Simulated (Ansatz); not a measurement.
```yaml
crystal:
  lattice:
    - [1.56494, -2.71056, 0.00000]
    - [0.00000, 0.00000, 5.01696]
    - [-3.12989, 0.00000, 0.00000]
  atoms:
    - { symbol: Al, position: [0.30087, 0.00173, 0.67855] }
    - { symbol: Al, position: [0.69913, 0.50173, 0.32145] }
    - { symbol: N, position: [0.36205, 0.38327, 0.65616] }
    - { symbol: N, position: [0.63795, 0.88327, 0.34384] }
```

Space group P2₁; not relaxed (largest force 0.6 eV/Å); PAW files of the earlier set (soft_1).

Computed with DFT PBE, scalar-relativistic, plane waves, PAW in Ansatz 0.2.0.

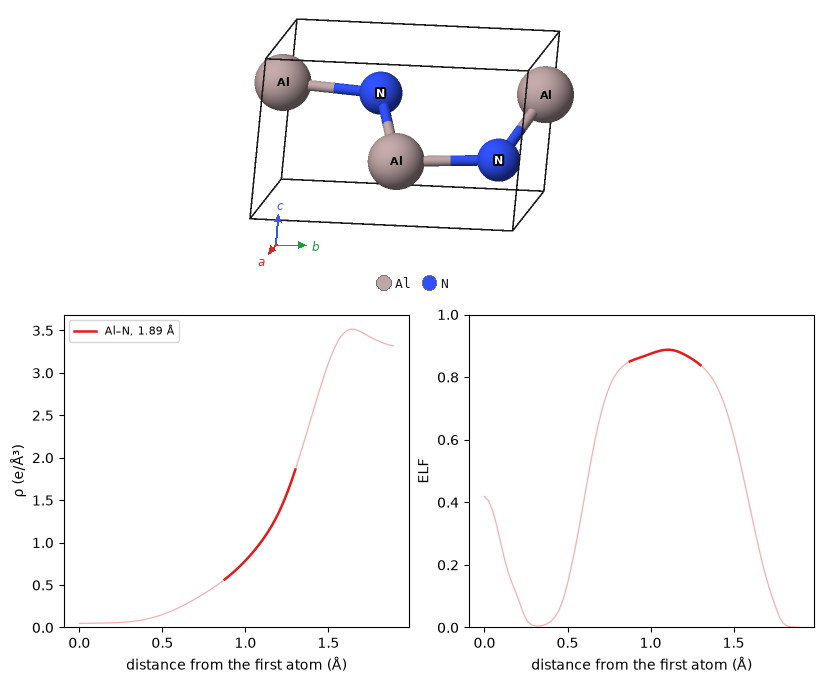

AlN. Valence charge density (pseudo) and electron localisation function along straight lines between neighbouring atoms. Thin, pale parts lie inside the atomic spheres. The structure is drawn too.

Core electrons are frozen (PAW), and the valence fields are smoothed inside the atomic spheres.

What can be read from the curves?

Answer. Al–N (1.89 Å): the density is about 0.68 e/Å³ at the midpoint; the ELF peaks at about 0.90 between the atoms: a polar covalent bond.
